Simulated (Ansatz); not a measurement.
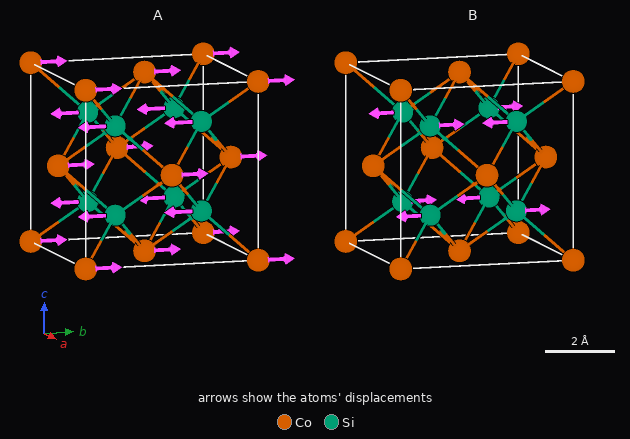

Modes of a crystal of CoSi$_{2}$, space group Fm-3m (No. 225), at the zone centre (one member of each degenerate set). The pink arrows are the displacements of the atoms (eigenvector over the root of the mass), of arbitrary overall length and sign. A ball-and-stick model of the conventional cell (4 times the calculation's cell), seen slightly off an axis. Lengths and directions refer to the drawn axes.

These are results of DFT PBEsol, scalar-relativistic, plane waves, PAW (Ansatz 0.2.0), not measurements.

Question: Give the symmetry species and the selection rules of each.

Answer: A is T₁u, infrared-active by symmetry (343 cm⁻¹). B is T₂g, Raman-active by symmetry (341 cm⁻¹). The crystal has a centre of inversion, so no mode is both. In a metal the free carriers screen the infrared response.
